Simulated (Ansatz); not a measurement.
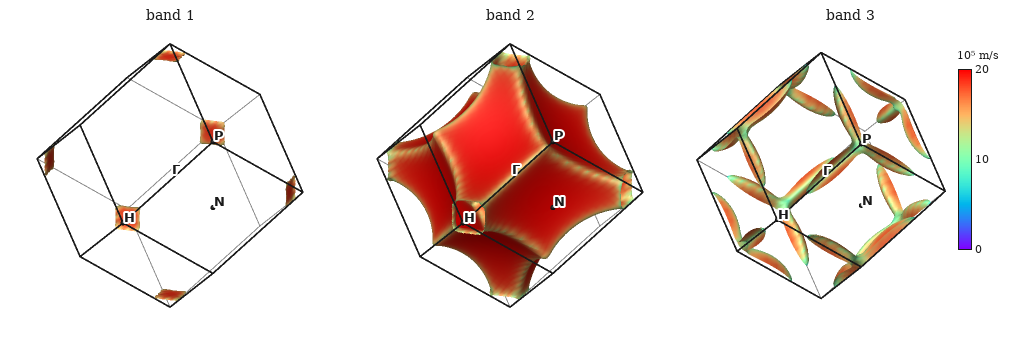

Fermi surface of Al (Im-3m), coloured by the Fermi speed.

Computed with DFT r2SCAN, scalar-relativistic, plane waves, PAW; levels and slopes on a dense k mesh at the converged density (Ansatz). No spin polarisation. The levels come from a k mesh of 34×34×34 points. Unrelaxed database geometry. The cell comes from a database of computed structures, not from a measurement.

> Give the range and mean of the Fermi speed for each band.

Band 1: 14 to 19 × 10⁵ m/s over most of the sheet, 16 × 10⁵ m/s on average over states. Band 2: 13 to 20 × 10⁵ m/s over most of the sheet, 18 × 10⁵ m/s on average over states. Band 3: 11 to 17 × 10⁵ m/s over most of the sheet, 14 × 10⁵ m/s on average over states.

> Which of these bands adds most to the density of states at the Fermi level?

Band 2, with 0.27 of 0.38 states/eV per cell.
